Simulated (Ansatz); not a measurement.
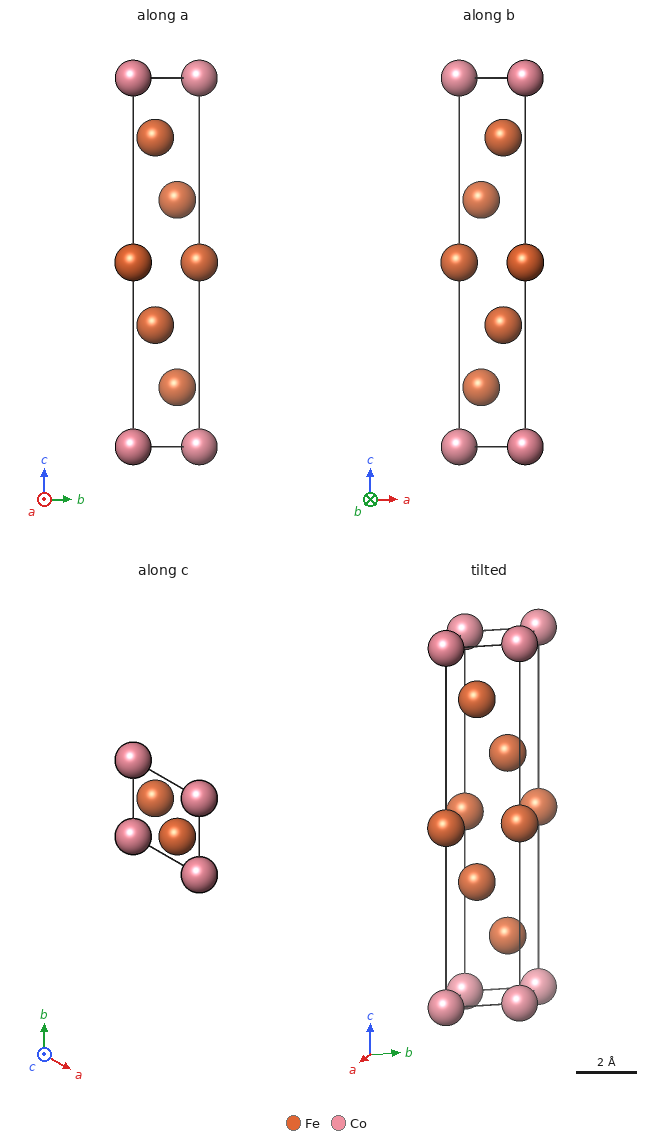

Spheres-only model, viewed along the a axis, along the b axis, along the c axis and slightly off an axis. Atoms at the boundary of the conventional unit cell (the box) are drawn once for each face, edge or corner they touch.

Lattice parameters: a = 2.5699 Å, b = 2.5699 Å, c = 12.4051 Å, α = 90.000°, β = 90.000°, γ = 120.000°.

> Record the structure as a CIF with its space group and independent sites, with free fractional coordinates to two decimals.

```cif
data_structure
_symmetry_space_group_name_H-M 'P -3 m 1'
_symmetry_Int_Tables_number 164
_cell_length_a 2.5699
_cell_length_b 2.5699
_cell_length_c 12.4051
_cell_angle_alpha 90.000
_cell_angle_beta 90.000
_cell_angle_gamma 120.000
_cell_volume 70.95
loop_
_atom_site_label
_atom_site_type_symbol
_atom_site_symmetry_multiplicity
_atom_site_Wyckoff_symbol
_atom_site_fract_x
_atom_site_fract_y
_atom_site_fract_z
_atom_site_occupancy
Fe1 Fe 2 d 0.3333 0.6667 0.67 1
Fe2 Fe 1 b 0.00 0.00 0.50 1
Fe3 Fe 2 d 0.3333 0.6667 0.16 1
Co1 Co 1 a 0.00 0.00 0.00 1
```

Provenance: a structure type filled with these elements by a generator (whether the compound takes this form wasn't checked). Earlier steps of the study may have refined or changed the cell and positions. It was set up as input for a calculation with Ansatz.
